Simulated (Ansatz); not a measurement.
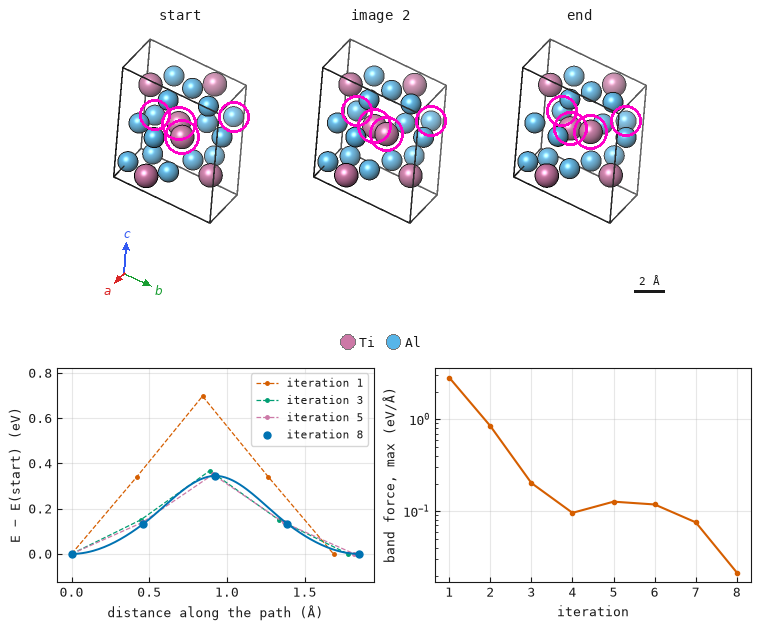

NEB run on a defect cell of composition Ti2Al5 (21 atoms in the cell). Images are numbered from 0 (start) to 4 (end). The plot follows the band through its iterations. The picture is a spheres-only view of the simulation cell (origin moved), seen slightly off an axis. The atoms that move most are ringed.

All numbers below come from DFT PBE, scalar-relativistic, plane waves, PAW in Ansatz 0.2.0. Run with plane-wave cutoff 420 eV; k-point mesh 4 × 4 × 4; Gaussian smearing 0.1 eV; 3 movable images; climbing image.

Judge this run.

Answer. The run is converged, with reservations. The band converged in 8 iterations. The largest component of the band force went from 2.8 to 0.022 eV/Å. The climbing image converged on the top of the path. Its curvatures weren't checked. The first iteration put the highest image at 0.70 eV. The two ends have the same energy, and the highest point, image 2, lies 0.35 eV above the start.

Limits of the set-up: the periodic images lie only 7.5 Å apart, so the values are limited by the cell's size.

Cost: 14 min on 4 threads of Arm Neoverse V1, on a shared host, peak memory 2.7 GiB.
